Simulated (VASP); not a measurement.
Run report: MoS₂, geometry relaxation (part 3 of 5)

The same run, continued: MoS₂ (slab, 9 atoms in the cell); Kohn-Sham DFT of a periodic cell, PBE with D3(BJ), VASP PAW PBE potentials, recommended, no spin polarisation (VASP 6.6.1); cutoff 600 eV, 12×12×1 k-mesh, Gaussian smearing of 0.03 eV. The structure derives from an entry of the Crystallography Open Database.

Geometry of the input (Å; fractional positions):
```
3.1690  0.0000  0.0000
-1.5845  2.7444  0.0000
0.0000  0.0000  33.4543
S  0.3333  0.6667  0.2690
S  0.3333  0.6667  0.3626
S  0.6667  0.3333  0.4532
S  0.6667  0.3333  0.5468
S  0.3333  0.6667  0.6374
S  0.3333  0.6667  0.7310
Mo 0.6667  0.3333  0.3158
Mo 0.3333  0.6667  0.5000
Mo 0.6667  0.3333  0.6842
```

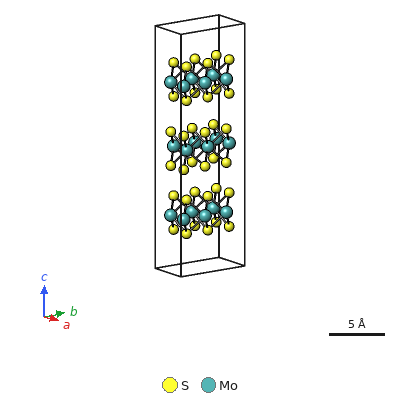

The structure as given in the input (ball-and-stick view of the 2 × 3 repeat of the cell, with the vacuum cut short, seen slightly off an axis).

### Parts of OUTCAR, continued
```
 -----------------------------------------------------------------------------
  energy-cutoff  :      600.00
  volume of cell :      284.88
      direct lattice vectors                 reciprocal lattice vectors
     3.135744393 -0.000000000  0.000000000     0.318903544  0.184119047  0.000000000
    -1.567872197  2.715634300  0.000000000     0.000000000  0.368238095  0.000000000
     0.000000000  0.000000000 33.454296000     0.000000000  0.000000000  0.029891527

 POSITION                                       TOTAL-FORCE (eV/Angst)
 -----------------------------------------------------------------------------------
     -0.00000      1.81042      9.00375         0.000000     -0.000000     -0.182704
     -0.00000      1.81042     12.12736        -0.000000     -0.000000      0.237746
      1.56787      0.90521     15.16569         0.000000     -0.000000     -0.209641
      1.56787      0.90521     18.28860         0.000000     -0.000000      0.209641
     -0.00000      1.81042     21.32693         0.000000     -0.000000     -0.237746
     -0.00000      1.81042     24.45055         0.000000     -0.000000      0.182704
      1.56787      0.90521     10.56675        -0.000000     -0.000000     -0.003059
     -0.00000      1.81042     16.72715        -0.000000      0.000000      0.000000
      1.56787      0.90521     22.88755        -0.000000     -0.000000      0.003059
 -----------------------------------------------------------------------------------
    total drift:                               -0.000013      0.000007      0.000000

  FREE ENERGIE OF THE ION-ELECTRON SYSTEM (eV)
  ---------------------------------------------------
  free  energy   TOTEN  =       -68.9427661737 eV

  energy  without entropy=      -68.9427661737  energy(sigma->0) =      -68.94276617

--------------------------------------- Ionic step        3  -------------------------------------------

 number of electron      77.9999997 magnetization

------------------------ aborting loop because EDIFF is reached ----------------------------------------

 Edisp (eV)   -3.51491

 E8    (eV) :    -1.4504

  FORCE on cell =-STRESS in cart. coord.  units (eV):
  Direction    XX          YY          ZZ          XY          YZ          ZX
  --------------------------------------------------------------------------------------
  -------------------------------------------------------------------------------------
  Total      -0.05623    -0.05623    -0.06293     0.00000     0.00000     0.00000
  in kB      -0.31296    -0.31296    -0.35023     0.00000     0.00000     0.00000
  external pressure =       -0.33 kB  Pullay stress =        0.00 kB

 VOLUME and BASIS-vectors are now :
 -----------------------------------------------------------------------------
  energy-cutoff  :      600.00
  volume of cell :      287.86
      direct lattice vectors                 reciprocal lattice vectors
     3.152119394 -0.000000000  0.000000000     0.317246866  0.183162564  0.000000000
    -1.576059697  2.729815467  0.000000000     0.000000000  0.366325128  0.000000000
     0.000000000  0.000000000 33.454296000     0.000000000  0.000000000  0.029891527

 POSITION                                       TOTAL-FORCE (eV/Angst)
 -----------------------------------------------------------------------------------
     -0.00000      1.81988      9.00190        -0.000000      0.000000     -0.052365
     -0.00000      1.81988     12.12881        -0.000000      0.000000      0.088011
      1.57606      0.90994     15.16387         0.000000      0.000000     -0.066278
      1.57606      0.90994     18.29042         0.000000      0.000000      0.066278
     -0.00000      1.81988     21.32549        -0.000000      0.000000     -0.088011
     -0.00000      1.81988     24.45239        -0.000000      0.000000      0.052365
      1.57606      0.90994     10.56596         0.000000     -0.000000      0.015192
     -0.00000      1.81988     16.72715        -0.000000      0.000000      0.000000
      1.57606      0.90994     22.88834         0.000000     -0.000000     -0.015192
 -----------------------------------------------------------------------------------
    total drift:                               -0.000013      0.000008      0.000000

  FREE ENERGIE OF THE ION-ELECTRON SYSTEM (eV)
  ---------------------------------------------------
  free  energy   TOTEN  =       -68.9533117505 eV

  energy  without entropy=      -68.9533117505  energy(sigma->0) =      -68.95331175

[... ionic steps 4 to 24 ...]

--------------------------------------- Ionic step       25  -------------------------------------------

 number of electron      77.9999997 magnetization

------------------------ aborting loop because EDIFF is reached ----------------------------------------

 Edisp (eV)   -3.55945

 E8    (eV) :    -1.4686

  FORCE on cell =-STRESS in cart. coord.  units (eV):
  Direction    XX          YY          ZZ          XY          YZ          ZX
  --------------------------------------------------------------------------------------
  -------------------------------------------------------------------------------------
  Total      -0.07702    -0.07702     0.00658     0.00000     0.00000     0.00000
  in kB      -0.42888    -0.42888     0.03665     0.00000     0.00000     0.00000
  external pressure =       -0.27 kB  Pullay stress =        0.00 kB

 VOLUME and BASIS-vectors are now :
 -----------------------------------------------------------------------------
  energy-cutoff  :      600.00
  volume of cell :      287.74
      direct lattice vectors                 reciprocal lattice vectors
     3.151449670  0.000000000  0.000000000     0.317314285  0.183201488  0.000000000
    -1.575724835  2.729235469  0.000000000    -0.000000000  0.366402977  0.000000000
     0.000000000  0.000000000 33.454296000     0.000000000  0.000000000  0.029891527

 POSITION                                       TOTAL-FORCE (eV/Angst)
 -----------------------------------------------------------------------------------
     -0.00000      1.81949      9.10118        -0.000000      0.000000     -0.011489
     -0.00000      1.81949     12.23231        -0.000000      0.000000      0.014319
      1.57572      0.90975     15.16298        -0.000000      0.000000     -0.011100
      1.57572      0.90975     18.29131        -0.000000      0.000000      0.011100
     -0.00000      1.81949     21.22199        -0.000000      0.000000     -0.014319
     -0.00000      1.81949     24.35311        -0.000000      0.000000      0.011489
      1.57572      0.90975     10.66756         0.000000     -0.000000      0.001055
     -0.00000      1.81949     16.72715         0.000000     -0.000000      0.000000
      1.57572      0.90975     22.78673         0.000000     -0.000000     -0.001055
 -----------------------------------------------------------------------------------
    total drift:                               -0.000013      0.000008      0.000000

  FREE ENERGIE OF THE ION-ELECTRON SYSTEM (eV)
  ---------------------------------------------------
  free  energy   TOTEN  =       -68.9595192416 eV

  energy  without entropy=      -68.9595192416  energy(sigma->0) =      -68.95951924

--------------------------------------- Ionic step       26  -------------------------------------------

 number of electron      77.9999997 magnetization

------------------------ aborting loop because EDIFF is reached ----------------------------------------

 Edisp (eV)   -3.55933

 E8    (eV) :    -1.4685

  FORCE on cell =-STRESS in cart. coord.  units (eV):
  Direction    XX          YY          ZZ          XY          YZ          ZX
  --------------------------------------------------------------------------------------
  -------------------------------------------------------------------------------------
  Total      -0.10967    -0.10967    -0.11132    -0.00000    -0.00000    -0.00000
  in kB      -0.61076    -0.61076    -0.61993    -0.00000    -0.00000    -0.00000
  external pressure =       -0.61 kB  Pullay stress =        0.00 kB

 VOLUME and BASIS-vectors are now :
 -----------------------------------------------------------------------------
  energy-cutoff  :      600.00
  volume of cell :      287.70
      direct lattice vectors                 reciprocal lattice vectors
     3.151195522  0.000000000  0.000000000     0.317339877  0.183216264  0.000000000
    -1.575597761  2.729015370  0.000000000    -0.000000000  0.366432528  0.000000000
     0.000000000  0.000000000 33.454296000     0.000000000  0.000000000  0.029891527

 POSITION                                       TOTAL-FORCE (eV/Angst)
 -----------------------------------------------------------------------------------
     -0.00000      1.81934      9.09910        -0.000000      0.000000      0.003170
     -0.00000      1.81934     12.23185        -0.000000      0.000000      0.001600
      1.57560      0.90967     15.16229        -0.000000      0.000000      0.000458
      1.57560      0.90967     18.29201        -0.000000      0.000000     -0.000458
     -0.00000      1.81934     21.22245        -0.000000      0.000000     -0.001600
     -0.00000      1.81934     24.35520        -0.000000      0.000000     -0.003170
      1.57560      0.90967     10.66634         0.000000     -0.000000     -0.000219
     -0.00000      1.81934     16.72715         0.000000      0.000000     -0.000000
      1.57560      0.90967     22.78795         0.000000     -0.000000      0.000219
 -----------------------------------------------------------------------------------
    total drift:                               -0.000013      0.000008      0.000000

  FREE ENERGIE OF THE ION-ELECTRON SYSTEM (eV)
  ---------------------------------------------------
  free  energy   TOTEN  =       -68.9595507084 eV

  energy  without entropy=      -68.9595507084  energy(sigma->0) =      -68.95955071

--------------------------------------- Ionic step       27  -------------------------------------------

 number of electron      77.9999997 magnetization

 Free energy of the ion-electron system (eV)
  ---------------------------------------------------
  ext. energy  EPLUGINS =         0.00000000
  ---------------------------------------------------
  free energy    TOTEN  =       -65.39842605 eV

  energy without entropy =      -65.39842605  energy(sigma->0) =      -65.39842605

 E-fermi :   2.0030     XC(G=0):  -6.2937     alpha+bet : -7.5305

 val. band max:        1.8165568344   @ k =   0.0000   0.0000   0.0000
 cond. band min:       2.8452404580   @ k =   0.1667   0.1667   0.0000
 fundamental gap:      1.0286836236
 Fermi energy:         2.0030063259

 k-point     1 :       0.0000    0.0000    0.0000
  band No.  band energies     occupation
      1     -59.6137      2.00000
      2     -59.6114      2.00000
      3     -59.6114      2.00000
      4     -33.7774      2.00000
      5     -33.7747      2.00000
      6     -33.7747      2.00000
      7     -33.5373      2.00000
      8     -33.5373      2.00000
      9     -33.5333      2.00000
     10     -33.5333      2.00000
     11     -33.5333      2.00000
     12     -33.5333      2.00000
     13     -13.1261      2.00000
     14     -12.9981      2.00000
     15     -12.8801      2.00000
     16     -11.8747      2.00000
     17     -11.6646      2.00000
     18     -11.4954      2.00000
     19      -4.9772      2.00000
     20      -4.5715      2.00000
     21      -4.1406      2.00000
     22      -1.4348      2.00000
     23      -1.3860      2.00000
     24      -1.3860      2.00000
     25      -1.3652      2.00000
     26      -1.3652      2.00000
     27      -1.3634      2.00000
     28      -1.3634      2.00000
     29      -0.6982      2.00000
     30      -0.2706      2.00000
     31      -0.2706      2.00000
     32      -0.2385      2.00000
     33      -0.2385      2.00000
     34      -0.2250      2.00000
     35      -0.2250      2.00000
     36       0.1665      2.00000
     37       0.8640      2.00000
     38       1.4878      2.00000
     39       1.8166      2.00000
     40       4.0229      0.00000
     41       4.0229      0.00000
     42       4.0428      0.00000
     43       4.0428      0.00000
     44       4.0585      0.00000
     45       4.0585      0.00000
     46       4.2103      0.00000

 k-point     2 :       0.0833    0.0000    0.0000
  band No.  band energies     occupation
      1     -59.6109      2.00000
      2     -59.6085      2.00000
      3     -59.6085      2.00000
      4     -33.7718      2.00000
      5     -33.7692      2.00000
      6     -33.7692      2.00000
      7     -33.5657      2.00000
      8     -33.5616      2.00000
      9     -33.5616      2.00000
     10     -33.5438      2.00000
     11     -33.5397      2.00000
     12     -33.5397      2.00000
     13     -13.0186      2.00000
     14     -12.8916      2.00000
     15     -12.7739      2.00000
     16     -11.8236      2.00000
     17     -11.6191      2.00000
     18     -11.4558      2.00000
     19      -4.8562      2.00000
     20      -4.4542      2.00000
     21      -4.0220      2.00000
     22      -1.6723      2.00000
     23      -1.6271      2.00000
     24      -1.5993      2.00000
     25      -1.5983      2.00000
     26      -1.2765      2.00000
     27      -1.2540      2.00000
     28      -1.2507      2.00000
     29      -1.1003      2.00000
     30      -0.7434      2.00000
     31      -0.4425      2.00000
     32      -0.4083      2.00000
     33      -0.3932      2.00000
     34      -0.1325      2.00000
     35      -0.0031      2.00000
     36       0.4211      2.00000
     37       0.8611      2.00000
     38       1.3928      2.00000
     39       1.6283      2.00000
     40       3.9155      0.00000
     41       3.9267      0.00000
     42       3.9387      0.00000
     43       4.0096      0.00000
     44       4.0405      0.00000
     45       4.0606      0.00000
     46       4.0841      0.00000

 k-point     3 :       0.1667    0.0000    0.0000
  band No.  band energies     occupation
      1     -59.6030      2.00000
      2     -59.6007      2.00000
      3     -59.6007      2.00000
      4     -33.7565      2.00000
      5     -33.7539      2.00000
      6     -33.7539      2.00000
      7     -33.6427      2.00000
      8     -33.6385      2.00000
      9     -33.6385      2.00000
     10     -33.5613      2.00000
     11     -33.5572      2.00000
     12     -33.5572      2.00000
     13     -12.7119      2.00000
     14     -12.5884      2.00000
     15     -12.4723      2.00000
     16     -11.6777      2.00000
     17     -11.4899      2.00000
     18     -11.3440      2.00000
     19      -4.5437      2.00000
     20      -4.1612      2.00000
     21      -3.7362      2.00000
     22      -2.2028      2.00000
     23      -2.1956      2.00000
     24      -2.1293      2.00000
     25      -2.0976      2.00000
     26      -1.7101      2.00000
     27      -1.4601      2.00000
     28      -0.9756      2.00000
     29      -0.9490      2.00000
     30      -0.9356      2.00000
     31      -0.8411      2.00000
     32      -0.8045      2.00000
     33      -0.7884      2.00000
     34      -0.1339      2.00000
     35       0.0657      2.00000
     36       0.4382      2.00000
     37       0.7516      2.00000
     38       1.0053      2.00000
     39       1.0780      2.00000
     40       3.4376      0.00000
     41       3.5748      0.00000
     42       3.7537      0.00000
     43       3.7824      0.00000
     44       3.8242      0.00000
     45       3.8828      0.00000
     46       3.9769      0.00000
```
